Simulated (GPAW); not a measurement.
Two runs for the Al K edge of atom 1 in AlN (P6_3mc). Run A: GPAW, PBE, full core hole (charged cell), 16-atom cell with 5.9 Å between holes, 5×5×5 k points, dipole transitions, Gaussian full width 0.9 eV up to 4 eV, rising linearly to 3.5 eV at 25 eV. Run B differs in one choice.

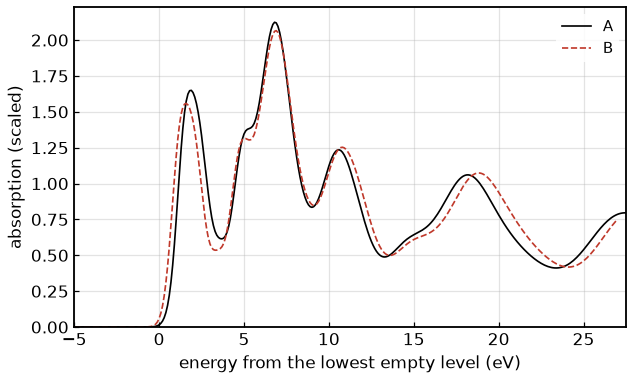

Energy from the lowest empty level; intensity scaled to a mean of 1 over the first 20 eV.

The database entry behind the starting cell differs from later determinations by our own check (inner coordinate u about 0.002 short), so it need not match the best structure at ambient conditions.

What was changed?
a) the broadening
b) the k mesh of the spectrum
c) the size of the supercell
d) the volume of the cell

(d): run B changes the volume scale from 1 to 0.94. The scaled spectrum changes by 13 % r.m.s. The highest intensity below 16 eV goes from 6.8 eV (2.12) to 6.9 eV (2.07). Other settings could leave a like mark; this is the one that was changed.

[Hosts, paths, dates, database ids (printed as entryN), source tags and the programs' standing remarks are cut or masked in the printed files.]

[Lists of maxima count a maximum above −3 eV only where it reaches 4 % of the highest in the window and stands out from its surroundings by 2 % of it (1.5 % where it reaches 55 %); shoulders and weaker maxima are passed over, and of the rest the first, up to two pre-edge ones and the few strongest are named.]
